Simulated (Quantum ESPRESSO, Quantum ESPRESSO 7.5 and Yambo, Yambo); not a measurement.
# Beyond one shot: Sb (buckled honeycomb monolayer)

Aim: iterate the self-energy on Sb (buckled honeycomb monolayer) and follow the gap from cycle to cycle.

Method: PBE and many-body steps on it, plane waves, in Quantum ESPRESSO 7.5 and Yambo 5.3.0.

**Experimental background.**

- Gap 2.21 eV: optical gap from PL emission peak; photoluminescence, 355 nm excitation; monolayer (antimonene on antimony oxide after hydrogen reduction) (“Ultrathin high-κ antimony oxide single crystals”, 2020, pmc:7237679).

## 1. The structure

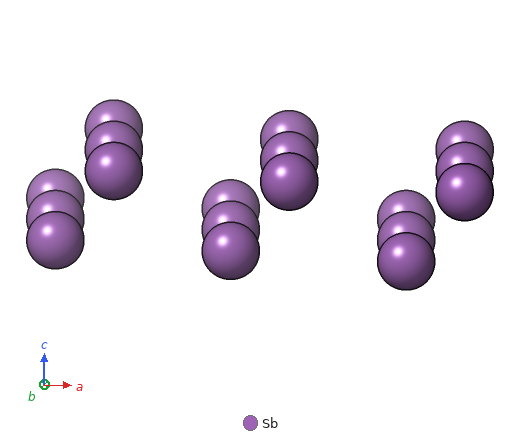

The cell as given, nearly edge on (antimony purple). 3×3×1 cells are drawn.

The cell holds 2 atoms: 2 Sb. Its edges and angles: a = 4.127 Å, b = 4.127 Å, c = 14.000 Å, α = 90.0°, β = 90.0°, γ = 120.0°. Vacuum lies along c.

The structure was relaxed with PBE. The runs that relaxed it are not among those shown. Spin-orbit coupling is left out unless a step names it.

## 2. Empty states on the mesh, 6×6×1 mesh, 120 bands

This step: Quantum ESPRESSO 7.5; DFT, PBE, plane waves, norm-conserving pseudopotentials.

The sums over transitions need many empty states on a uniform mesh; this step solves for them.

The input, pw.in:

```
&control
  calculation = 'nscf'
  prefix = 'x'
  outdir = 'o'
  pseudo_dir = 'pseudo'
/
&system
  ibrav = 0
  nat = 2
  ntyp = 1
  ecutwfc = 88.0
  nbnd = 120
  force_symmorphic = .true.
/
&electrons
  conv_thr = 1e-9
  electron_maxstep = 80
  diago_full_acc = .true.
  diago_thr_init = 5e-6
/
ATOMIC_SPECIES
  Sb 121.76 Sb.upf
CELL_PARAMETERS angstrom
  4.1272254436 0.0000000001 0.0000000000
  -2.0636127219 3.5742820813 0.0000000000
  0.0000000000 0.0000000000 14.0000000000
ATOMIC_POSITIONS crystal
  Sb 0.3333333333 0.6666666667 0.4415848827
  Sb 0.6666666667 0.3333333333 0.5584151173
K_POINTS automatic
  6 6 1 0 0 0
```

On the command line:

```console
$ OMP_NUM_THREADS=1 mpirun -n 4 pw.x -nk 4 -in pw.in > pw.out
```

Log:

```text
Program PWSCF v.7.5 starts

     This program is part of the open-source Quantum ESPRESSO suite
     for quantum simulation of materials; please cite
         "P. Giannozzi et al., J. Phys.:Condens. Matter 21 395502 (2009);
         "P. Giannozzi et al., J. Phys.:Condens. Matter 29 465901 (2017);
         "P. Giannozzi et al., J. Chem. Phys. 152 154105 (2020);
     in publications or presentations arising from this work. More details at

     Atomic positions and unit cell read from directory:
     o/x.save/

     Message from routine setup:
[...]
-143.8140-143.8136 -96.7855 -96.7846 -96.7820 -96.7810 -96.7388 -96.7367
[...]
[... 3 further rows ...]
    31.3179  31.7369  31.7937  31.9415  32.4510  32.7371  32.8635  32.9201
    33.4498  33.8022  34.0262  34.3666  34.4880  34.9453  35.2744  35.5158

          k = 0.0000-0.5774 0.0000 ( 19432 PWs)   bands (ev):

     [... further k-points ...]

     highest occupied, lowest unoccupied level (ev):    -0.0917    1.2219

     XML data file, pseudopotentials, collected wavefunctions

=------------------------------------------------------------------------------=
   JOB DONE.
=------------------------------------------------------------------------------=
```

It took 45 s on 4 MPI ranks of Arm Neoverse V1, shared host; peak memory 1.1 GiB.

Numbers from this step:

| Item | Value |
| --- | --- |
| gap | 1.314 eV |
| k of the valence top | 0, 0, 0 |
| k of the conduction bottom | 0, 0.3333, 0 |
| least direct gap | 1.578 eV |
| k points computed | 7 |
| lowest point of the top converged band, above the valence top | 34.28 eV |

On this mesh the gap is 1.314 eV.

The density comes from a self-consistent run that is not shown.

## 3. Conversion and set-up

This step: Yambo 5.3.0; conversion and set-up on PBE, plane waves, norm-conserving pseudopotentials.

The states are converted to the many-body program's format and the q mesh is built.

On the command line:

```console
$ (cd o/x.save; p2y > p2y.log; mv SAVE ../..); yambo > setup.log
```

Log:

```text
 Yambo, version 5.3.0

 [02] CORE Variables Setup
 =========================

  [02.01] Unit cells
  ==================

  Cell kind             :  HCP
  Atoms in the cell     :  Sb
  number of Sb atoms    :  2

  List of atomic masses
  Mass of Sb    :  121.7600

  List of atomic coordinates    : [cc]
  Sb1       : -0.51595E-09   4.5029       11.683      order 1
  Sb2       :   3.89966   2.25147  14.77352  order 2

  Alat factors          :   7.79933   6.75441  26.45617 [a.u.]
  Direct lattice volume :   1393.71    [a.u.]
  Direct lattice vectors:  A[ 1 ]  A[ 2 ]  A[ 3 ]
[...]
BZ  Q-points                                      :   36

 K/Q-points units:
 rlu = crystal or reduced units; cc = cartesian coordinates; iku = interal k-units

 Q [1]          [rlu]:  0.000000  0.000000  0.000000
 Q [2]          [rlu]: -0.42332E-17  0.16667       0.0000
 Q [3]          [rlu]: -0.84664E-17  0.33333       0.0000
 Q [4]          [rlu]:  0.12700E-16 -0.50000       0.0000
 Q [5]          [rlu]:  0.166667  0.166667  0.000000
 Q [6]          [rlu]:  0.166667  0.333333  0.000000
 Q [7]          [rlu]:  0.333333  0.333333  0.000000

  [03.01] X indexes
  =================

   [03.01.01] Sigma indexes
   ========================

 [06] Game Over & Game summary
```

Elapsed: 2.7 s, on 1 MPI rank; peak memory 0.26 GiB.

## 4. G0W0

G0W0 replaces the xc potential by the self-energy, built once from these orbitals. Only a window of levels is corrected, while the sums run over the empty bands that the input names.

This step: G0W0 on PBE, plane waves, norm-conserving pseudopotentials.

The input, gw1.in:

```
HF_and_locXC
gw0
dyson
ppa
em1d
rim_cut
rim_w
RandQpts= 3000000
RandGvec= 100 RL
CUTGeo= "slab z"
RandGvecW= 9 RL
EXXRLvcs= 88 Ry
VXCRLvcs= 352 Ry
Chimod= "HARTREE"
% BndsRnXp
 1 | 120 |
%
NGsBlkXp= 8 Ry
% LongDrXp
 1 | 1 | 0 |
%
% GbndRnge
 1 | 120 |
%
DysSolver= "n"
ExtendOut
PPAPntXp= 27.21138 eV
% QPkrange
 1 | 7 | 19 | 27 |
%
```

On the command line:

```console
$ OMP_NUM_THREADS=1 mpirun -n 4 yambo -F gw1.in -J gw1 -C gw1 > gw1.log
```

Log:

```text
 Yambo, version 5.3.0

 [02] CORE Variables Setup
 =========================

  [... cell, symmetries and grids as in the set-up ...]

  [02.05] Energies & Occupations
  ==============================

  [X] === General ===
  [X] Electronic Temperature                        :  0.000000  0.000000 [eV K]
  [X] Bosonic    Temperature                        :  0.000000  0.000000 [eV K]
  [X] Finite Temperature mode                       : no
  [X] El. density                                   :  0.22273E+24 [cm-3]
  [X] Fermi Level                                   : -0.091652 [eV]

  [X] === Gaps and Widths ===
  [X] Conduction Band Min                           :  1.313505 [eV]
  [X] Valence Band Max                              :  0.000000 [eV]
  [X] Filled Bands                                  :  23
  [X] Empty Bands                                   :   24  120
  [X] Direct Gap                                    :  1.577658 [eV]
  [X] Direct Gap localized at k                     :  1
  [X] Indirect Gap                                  :  1.313505 [eV]
  [X] Indirect Gap between kpts                     :  1  3
  [X] Last valence band width                       :  1.770319 [eV]
  [X] 1st conduction band width                     :  0.892837 [eV]

 [03] Transferred momenta grid and indexing
 ==========================================

 IBZ Q-points                                      :   7
 BZ  Q-points                                      :   36

 K/Q-points units:
 rlu = crystal or reduced units; cc = cartesian coordinates; iku = interal k-units

 Q [1]          [rlu]:  0.000000  0.000000  0.000000
 Q [2]          [rlu]: -0.42332E-17  0.16667       0.0000
 Q [3]          [rlu]: -0.84664E-17  0.33333       0.0000
 Q [4]          [rlu]:  0.12700E-16 -0.50000       0.0000
 Q [5]          [rlu]:  0.166667  0.166667  0.000000
 Q [6]          [rlu]:  0.166667  0.333333  0.000000
 Q [7]          [rlu]:  0.333333  0.333333  0.000000

 [04] Coloumb potential Random Integration (RIM)
 ===============================================

 Performing RIM of v_slab

  [04.01] RIM initialization
  ==========================

  * Diagonal components only detected *

  8 x (sBL volume)        :  0.039551 [a.u.]
  sBZ random points       :  3000000
  Points outside the sBZ  :  24000829
  RL volume               :  0.177979 [a.u.]
  Integrated volume       :  0.177973 [a.u.]

  [04.02] RIM integrals
  =====================

  Gamma point sphere radius             :  0.036404 [a.u.]
  Points outside the sphere             :  2398884
  [Int_sBZ(q=0) 1/q^2]*(Vol_sBZ)^(-1/3) =:  7.385819
                                 should be <:  7.795600

  Summary of Coulomb integrals for non-metallic bands |Q|[au] RIM/Bare

  Q [1] 0.100000E-4 0.947434 * Q [2] 0.155039 0.953725
  Q [5] 0.268535 1.010255 * Q [3] 0.310078 1.014225
  Q [6] 0.410195 1.014662 * Q [4] 0.465117 1.013136
  Q [7] 0.537071 1.010659
  Non-periodic chartesian directions : none
  Optical renormalization            :  26.45617 [au]
  Polarizability dimension           : length

 [05] Coloumb potential CutOffslab
 =================================

 Cut directionsZ
 Slab Cutoff:Z
 Symmetry test passed : yes

 [06] Dipoles
 ============

  [06.01] Setup: observables and procedures
  =========================================

 [07] Dynamic Dielectric Matrix (PPA)
 ====================================

 [WR./gw1//ndb.pp]---------------------------------------------------------------
  Brillouin Zone Q/K grids (IBZ/BZ)                :    7   36    7   36
  RL vectors                                       :  22895 [WF]
  Coulomb cutoff potential                         : slab z
  Electronic Temperature                           :  0.000000 [K]
  Bosonic    Temperature                           :  0.000000 [K]
  PPA    diel. fun.  energies                      : Perdew, Burke & Ernzerhof(X)+Perdew, Burke & Ernzerhof(C)
  wavefunctions                                    : Perdew, Burke & Ernzerhof(X)+Perdew, Burke & Ernzerhof(C)
[...]
<22|nlXC|22> = -13.64658 -0.15172E-19 <22|lXC|22> = -12.65901 -0.94408E-16
 <23|nlXC|23> = -13.64659  0.11341E-16 <23|lXC|23> = -12.65900  0.37763E-15
 <24|nlXC|24> = -7.883624  0.47062E-18 <24|lXC|24> = -11.39978 -0.56645E-15
[...]
Corrections @ K [2] :  [eV]
[...]
Corrections @ K [3] :  [eV]
[...]
Corrections @ K [4] :  [eV]
[...]
Corrections @ K [5] :  [eV]
[...]
Corrections @ K [6] :  [eV]
[...]
Corrections @ K [7] :  [eV]
[...]
<25|nlXC|25> = -6.302821 -0.17209E-17 <25|lXC|25> = -10.30715  0.47204E-16
 <26|nlXC|26> = -6.302823  0.10334E-18 <26|lXC|26> = -10.30715  0.94408E-16
 <27|nlXC|27> = -2.041302 -0.11369E-17 <27|lXC|27> = -5.142972  0.70806E-16

  [08.01] Hartree-Fock occupations report
  =======================================

  [Hartree-Fock] === General ===
  [Hartree-Fock] Electronic Temperature             :  0.000000  0.000000 [eV K]
  [Hartree-Fock] Bosonic    Temperature             :  0.000000  0.000000 [eV K]
  [Hartree-Fock] Finite Temperature mode            : no
  [Hartree-Fock] El. density                        :  0.22273E+24 [cm-3]
  [Hartree-Fock] Fermi Level                        : -0.091652 [eV]

  [Hartree-Fock] === Gaps and Widths ===
  [Hartree-Fock] Conduction Band Min                :  4.380212 [eV]
  [Hartree-Fock] Valence Band Max                   : -0.987592 [eV]
  [Hartree-Fock] Filled Bands                       :  23
  [Hartree-Fock] Empty Bands                        :   24  120
  [Hartree-Fock] Direct Gap                         :  6.081403 [eV]
  [Hartree-Fock] Direct Gap localized at k          :  1
  [Hartree-Fock] Indirect Gap                       :  5.367804 [eV]
  [Hartree-Fock] Indirect Gap between kpts          :  1  3
  [Hartree-Fock] Last valence band width            :  2.885125 [eV]
  [Hartree-Fock] 1st conduction band width          :  1.167853 [eV]

 [09] Dyson equation: Newton solver
 ==================================

  [09.01] RIM-W interpolation
  ===========================

  [WARNING] RIM-W works only for 2D semiconductors with slab cutoff
  Found compatible q grid: 2D
  q_min[ 1 ]:  0.16667      0.25476E-11   0.0000     [rlu]
   0.166667  0.083333  0.000000 [iku]
  q_min[ 2 ]:  0.42332E-17  0.16667       0.0000     [rlu]
  -0.46629E-11  0.16667       0.0000     [iku]
  G-vectors :  13
  G-vectors loaded:  139
  Number of interpolated frequencies:  2

  Evaluating coefficients q = 0
  Evaluating coefficients q = 0

  [09.02] RIM-W integrals
  =======================

  8 x (sBL volume)        :  0.039551 [a.u.]
  sBZ random points       :  3000000
  Points outside the sBZ  :  24000829
  RL volume               :  0.177979 [a.u.]
  Integrated volume       :  0.177973 [a.u.]

  [09.03] RIM integrals
  =====================

  Comparison between head Wc = W - v averages: < Wc > [au] RIM-W/RIM

   < -Wc [Q = 1] > 0.345787E-1 0.528966E-4 * < -Wc [Q = 2] > 0.005608 0.005456
   < -Wc [Q = 3] > 0.001111 0.001090 * < -Wc [Q = 4] > 0.380570E-3 0.376411E-3
   < -Wc [Q = 5] > 0.001608 0.001576 * < -Wc [Q = 6] > 0.543566E-3 0.538364E-3
   < -Wc [Q = 7] > 0.256464E-3 0.254854E-3

  Comparison between head Wc = W - v averages: < Wc > [au] RIM-W/RIM

   < -Wc [G = 1,G`=0] > 0.345787E-1 0.528966E-4 * < -Wc [G = 2,G`=0] >-0.001568 0.000000
   < -Wc [G = 3,G`=0] >-0.001568 0.000000 * < -Wc [G = 4,G`=0] > 0.194661E-4  0.00000
   < -Wc [G = 5,G`=0] > 0.194519E-4  0.00000 * < -Wc [G = 6,G`=0] > 0.693057E-4  0.00000
   < -Wc [G = 7,G`=0] > 0.693226E-4  0.00000 * < -Wc [G = 8,G`=0] >-0.465972E-5  0.00000
   < -Wc [G = 9,G`=0] >-0.513427E-5  0.00000 * < -Wc [G = 10,G`=0] >-0.464600E-5  0.00000
   < -Wc [G = 11,G`=0] >-0.483719E-5  0.00000 * < -Wc [G = 12,G`=0] >-0.509996E-5  0.00000
   < -Wc [G = 13,G`=0] >-0.481452E-5  0.00000

 [10] G0W0 (W PPA)
 =================

 [  GW  ] Bands range     :    1  120
 [GW/PPA] G damping       :  0.100000 [eV]

 QP @ state[ 1 ] K range:   1   7
 QP @ state[ 1 ] b range:  19  27

  Sc/G bands                                       :    1  120
  Sc/G damping                                     :  0.100000 ev
  Sc bands terminator                              : no
  Sx RL components                                 :  19465

  QP @ state[ 1 ] K range                          :   1   7
  QP @ state[ 1 ] b range                          :  19  27
  GF energies kind                                 : Perdew, Burke & Ernzerhof(X)+Perdew, Burke & Ernzerhof(C)
  GF WF`s kind                                     : Perdew, Burke & Ernzerhof(X)+Perdew, Burke & Ernzerhof(C)
  Xs energies kind                                 : Perdew, Burke & Ernzerhof(X)+Perdew, Burke & Ernzerhof(C)
  Xs WF`s kind                                     : Perdew, Burke & Ernzerhof(X)+Perdew, Burke & Ernzerhof(C)

 [14] Game Over & Game summary
```

It took 19 min on 4 MPI ranks; peak memory 4.3 GiB.

Numbers from this step:

```
G0W0 gap on the mesh                         : 2.099 eV
starting gap on the mesh                     : 1.314 eV
k of the valence top                         : 0, 0, 0
k of the conduction bottom                   : 0, 0.3333, 0
least direct G0W0 gap on the computed points : 2.609 eV
Z at the valence top                         : 0.7331
Z at the conduction bottom                   : 0.7382
```

The gap on the mesh goes from 1.31 eV to 2.10 eV, a correction of +0.79 eV.

## 5. evGW0, cycle 1

This step: evGW0 on PBE, plane waves, norm-conserving pseudopotentials.

gw2.in, as its differences from gw1.in of step 4:

```diff
@@ -30 +30,2 @@
 %
+GfnQPdb= "E < ./gw1/ndb.QP"
```

On the command line:

```console
$ OMP_NUM_THREADS=1 mpirun -n 4 yambo -F gw2.in -J gw2,gw1_W -C gw2 > gw2.log
```

Log:

```text
 Yambo, version 5.3.0

 [02] CORE Variables Setup
 =========================

  [... cell, symmetries and grids as in the set-up ...]

  [02.05] Energies & Occupations
  ==============================

  [X] === General ===
  [X] Electronic Temperature                        :  0.000000  0.000000 [eV K]
  [X] Bosonic    Temperature                        :  0.000000  0.000000 [eV K]
  [X] Finite Temperature mode                       : no
  [X] El. density                                   :  0.22273E+24 [cm-3]
  [X] Fermi Level                                   : -0.091652 [eV]

  [X] === Gaps and Widths ===
  [X] Conduction Band Min                           :  1.313505 [eV]
  [X] Valence Band Max                              :  0.000000 [eV]
  [X] Filled Bands                                  :  23
  [X] Empty Bands                                   :   24  120
  [X] Direct Gap                                    :  1.577658 [eV]
  [X] Direct Gap localized at k                     :  1
  [X] Indirect Gap                                  :  1.313505 [eV]
  [X] Indirect Gap between kpts                     :  1  3
  [X] Last valence band width                       :  1.770319 [eV]
  [X] 1st conduction band width                     :  0.892837 [eV]

 [03] Transferred momenta grid and indexing
 ==========================================

 IBZ Q-points                                      :   7
 BZ  Q-points                                      :   36

 K/Q-points units:
 rlu = crystal or reduced units; cc = cartesian coordinates; iku = interal k-units

 Q [1]          [rlu]:  0.000000  0.000000  0.000000
 Q [2]          [rlu]: -0.42332E-17  0.16667       0.0000
 Q [3]          [rlu]: -0.84664E-17  0.33333       0.0000
[...]
[G+QP] Indirect Gap                               :  2.099085 [eV]
  [G+QP] Indirect Gap between kpts                  :  1  3
  [G+QP] Last valence band width                    :  2.016047 [eV]
  [G+QP] 1st conduction band width                  :  0.956705 [eV]

  [coarse-grid] Minimum Bare Gap        [ev]:  1.313505
  [coarse-grid] Minimum Gap Correction  [ev]:  0.785580

  Eqp @ K [1]
  -137.7832 -137.7825  -92.7820  -92.7820  -92.7782  -92.7782  -92.7383  -92.7348
  -27.57812 -27.57812 -27.51065 -27.51065 -27.46913 -27.41031 -27.41031 -27.37710
   -27.3355     -27.3355     -10.9624     -6.26180    -0.900095      0.00000    -0.994929E-4   2.60870
[...]
Eqp @ K [2]
[...]
Eqp @ K [3]
[...]
Eqp @ K [4]
[...]
Eqp @ K [5]
[...]
Eqp @ K [6]
[...]
Eqp @ K [7]
[...]
8.56819   8.95027   8.95027   9.15781  10.94547  10.94547  11.25719  11.37289
   11.37289  11.82688  12.67765  13.20084  13.20084  15.16495  15.16495  15.71317

 [08] Dipoles
 ============

  [08.01] Setup: observables and procedures
  =========================================

 [09] Dynamic Dielectric Matrix (PPA)
 ====================================

  Sc/G bands                                       :    1  120
  Sc/G damping                                     :  0.100000 ev
  Sc bands terminator                              : no
  Sx RL components                                 :  19465

  QP @ state[ 1 ] K range                          :   1   7
  QP @ state[ 1 ] b range                          :  19  27
  GF energies kind                                 : Perdew, Burke & Ernzerhof(X)+Perdew, Burke & Ernzerhof(C)+ E < ./gw1/ndb.QP + @E Fit
  GF WF`s kind                                     : Perdew, Burke & Ernzerhof(X)+Perdew, Burke & Ernzerhof(C)
  Xs energies kind                                 : Perdew, Burke & Ernzerhof(X)+Perdew, Burke & Ernzerhof(C)
  Xs WF`s kind                                     : Perdew, Burke & Ernzerhof(X)+Perdew, Burke & Ernzerhof(C)

 [16] Game Over & Game summary
```

It took 15 min on 4 MPI ranks; peak memory 4.4 GiB.

This step gave:

- quasiparticle gap on the mesh: 2.237 eV
- gap of the density functional on the mesh: 1.314 eV
- k of the valence top: 0, 0, 0
- k of the conduction bottom: 0, 0.3333, 0
- least direct quasiparticle gap on the computed points: 2.785 eV
- Z at the valence top: 0.7359
- Z at the conduction bottom: 0.7708

Against G0W0 in Yambo (6×6×1 mesh, 120 bands, screening to 108.8 eV, Godby-Needs plasmon pole), the gap moves by +0.138 eV.

The program's own table gives 2.417 eV, which is too large where the input levels are shifted: this version takes Σc at the unshifted level E₀, yet steps from the shifted one. The value above is the Newton step from E₀, E₀ + Z(Σc + Σx − Vxc), rebuilt from the printed columns.

(Part 1 of 2 ends here.)

[Paths, hosts, dates, memory and timing lines, banners, echoed tables and standing remarks are left out of the program output.]

[Logs are printed without paths, hosts, clocks, repeated set-up lines and the standing remarks that a program may print on its own settings, such as how far it seeks lower states.]

[Runs of the session that timed out or met a known fault of the program may be left out.]

[Hosts, paths, dates, database ids (printed as entryN), source tags and the programs' standing remarks are cut or masked in the printed files.]
